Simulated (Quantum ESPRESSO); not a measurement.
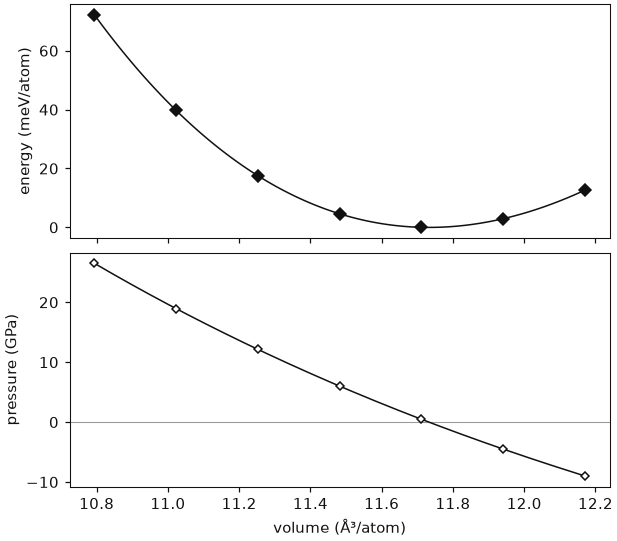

Computed with Quantum ESPRESSO 7.5: plane-wave DFT, spinors without magnetism; energies at scaled volumes of the given cell, shape and fractions fixed, counted from the fit's minimum, third-order Birch-Murnaghan fit. Level: PBE, spin-orbit coupling, no spin polarisation.

- k mesh: 10×10×10
- occupations: Fermi–Dirac
- smearing width: 0.05 eV
- potentials: PseudoDojo 0.4 FR PBE standard
- wave cutoff: 1143 eV
- density cutoff: 4572 eV

Cell as given: a = 3.190 Å, b = 3.190 Å, c = 3.190 Å, α = 60.00°, β = 60.00°, γ = 60.00°; 2 atoms.

Caption: Energy and pressure against volume for HfN, space group Fm-3m (No. 225).

A third-order Birch–Murnaghan fit gives V0 = 11.73 Å³/atom, B0 = 266 GPa and B′ = 4.3. The energy is 72.25 meV/atom at volume 10.79 Å³/atom and 12.71 meV/atom at 12.17 Å³/atom; the lowest computed point is at volume 11.71 Å³/atom (0.03 meV/atom), in a single well. The pressure falls from 26.52 GPa at volume 10.79 Å³/atom to −9.00 GPa at 12.17 Å³/atom, and changes sign near 11.73 Å³/atom.
